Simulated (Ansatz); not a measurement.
Fe$_{3}$Co

Input file:

```
crystal:
  lattice:
    - [3.9698203027, 0.0, 0.0]
    - [0.0, 3.9698203027, 0.0]
    - [0.0, 0.0, 2.7857692773]
  atoms:
    - { symbol: Fe, position: [0.5, 0.5, 0.0], spin: 2.49 }
    - { symbol: Fe, position: [0.5, 0.0, 0.5], spin: 2.8 }
    - { symbol: Fe, position: [0.0, 0.5, 0.5], spin: 2.8 }
    - { symbol: Co, position: [0.0, 0.0, 0.0], spin: 1.97 }
basis:
  ecutwfc: 420
kpoints:
  mp_grid: { grid: [10, 10, 16] }
hamiltonian:
  xc: pbesol
scf:
  occupations: { method: gaussian, width: 0.1 }
output:
  forces: true
  stress: true
  eigenvalues: true
  populations: true
  write_density: true
  write_potential: true
  elf: true
  volumetric_format: npy
magnetization:
  spin_polarized: true
relax:
  adjacent_minimum: "off"
  f_tol: 0.005
  max_steps: 80
  cell: { stress_tol: 0.05 }
```

Command:

```sh
ansatz run input.yaml --threads 2 --pin off --max-ram 5120MiB --backend cpu --events-out ev --progress --plain --runs-dir out
```

Below, planes, directions and counts refer to the conventional cell (a = 3.97 Å, b = 3.97 Å, c = 2.79 Å, α = 90.00°, β = 90.00°, γ = 90.00°).

The fields are those of the run's last geometry, not of the input's.

Space group P4/mmm; a structure from a database of computed crystals, not necessarily the ambient phase; spin-polarised.

All numbers below come from Ansatz 0.2.0, DFT PBEsol, scalar-relativistic, plane waves, PAW.

### Predict the valence pseudo-density, electron localisation function and spin density between the atoms.

Fe–Fe (2.43 Å): ρ is about 0.38 e/Å³ halfway; the ELF is about 0.25 at the midpoint (no localised pair shows between them).
Fe–Co (2.43 Å): the density is about 0.37 e/Å³ at the midpoint; the ELF is about 0.25 at the midpoint; no localised pair shows between them.
The spin density sits on Fe: +2.5 μB (×2) and +2.3 μB; Co: +1.8 μB in one cell of 4 atoms: parallel main moments (a ferromagnetic arrangement) in this solution. The cell of the calculation (4 atoms) carries 9.0 μB of net spin moment.

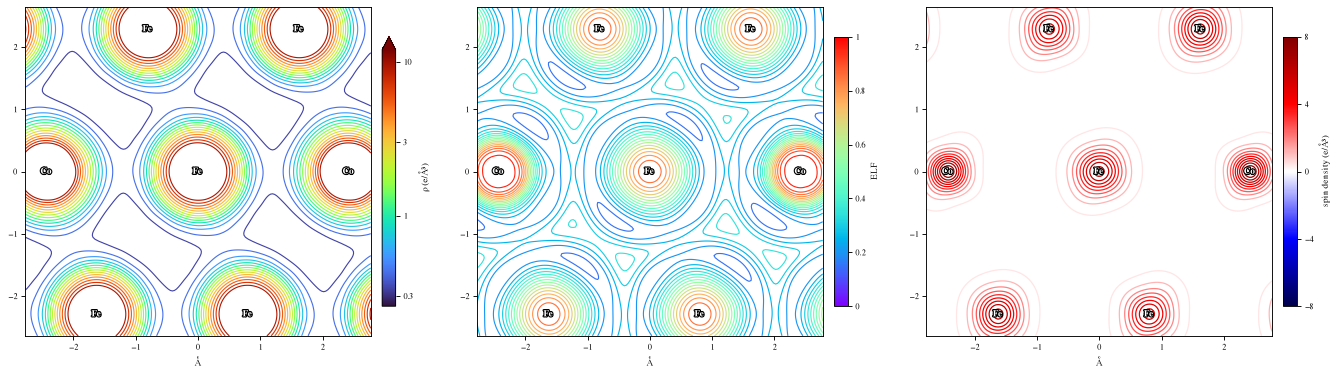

Computed valence pseudo-density, electron localisation function and spin density on the (111) plane of the conventional cell, in this order. 

In a PAW calculation such maps are meaningful between the atoms, not at the nuclei.
